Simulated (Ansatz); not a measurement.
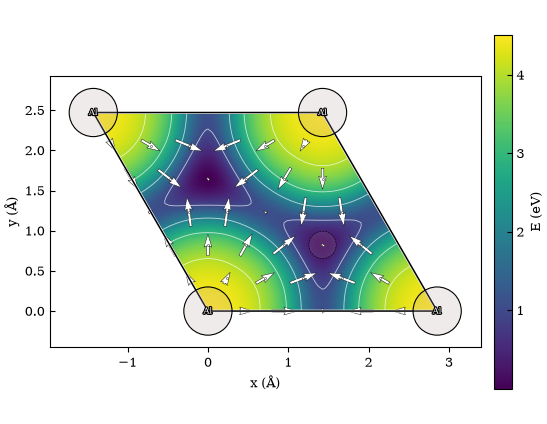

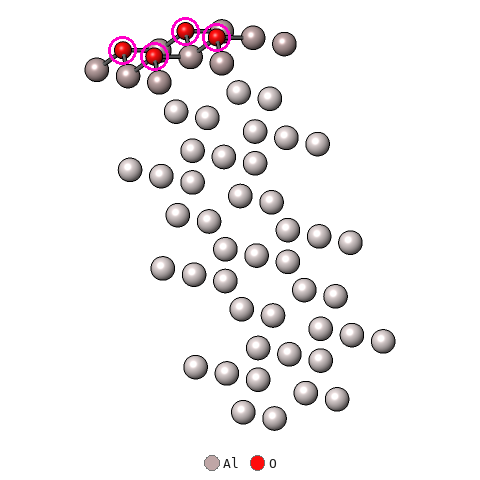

Energy landscape of O on an Al(001) slab cut from the P6_3/mmc phase, its upper half relaxed before the scan (8 atoms of substrate and one adsorbate in a 1 × 1 cell). 
- O is moved over the surface cell; relaxed at each place: the height of the adsorbate's atoms; substrate rigid; the origin of the map has the adsorbate above Al8.
- Places are given modulo a cell vector. The map is drawn in real space over the plane of the surface.
- The scan uses a 6 × 6 grid; 10 points were computed and 26 follow by symmetry.
- Energies: eV, counted from the lowest grid point.
- With one adsorbate in each 1 × 1 cell, its nearest image is 2.9 Å away, so neighbouring adsorbates interact.
- These are results of DFT PBE, scalar-relativistic, plane waves, PAW (Ansatz 0.2.0), not measurements. Settings: cutoff 420 eV, k-mesh 9×9×1, gaussian smearing 0.1 eV, no spin polarisation.

Drawn: a smooth colour map with a few white contour lines, dots at the grid points, arrows along the force (downhill), their lengths compressed, labelled circles for the atoms of the top layer and small ones for the second layer, the outline of one cell of the plane. Between grid points the surface is interpolated. The second picture is the structure at the lowest point; rings mark the moved atoms.

Question: Describe this landscape.

Answer: The lowest grid point is at a threefold hollow, (2/6, 4/6) of the cell vectors. A higher local minimum lies near a threefold hollow over a second-layer Al atom, (4/6, 2/6) of the cell vectors (0.18 eV above the lowest at that grid point). The highest grid point, the top site over a surface Al atom, (0/6, 0/6) of the cell vectors, lies 4.51 eV above the lowest. On the interpolated surface the easiest way out of the lowest well to the well at a threefold hollow over a second-layer Al atom, (4/6, 2/6) of the cell vectors passes a barrier of about 1.1 eV. At the lowest point the adsorbate has 3 Al at 1.80 Å as nearest neighbours, at the highest 1 Al at 1.69 Å. Its relaxed height above the top atom is 0.73 Å at the lowest and 1.69 Å at the highest point.

The whole map (10 points run) took 12 min on 1 thread of Arm Neoverse V2, with other jobs on the host.

PAW datasets: the set soft_1.
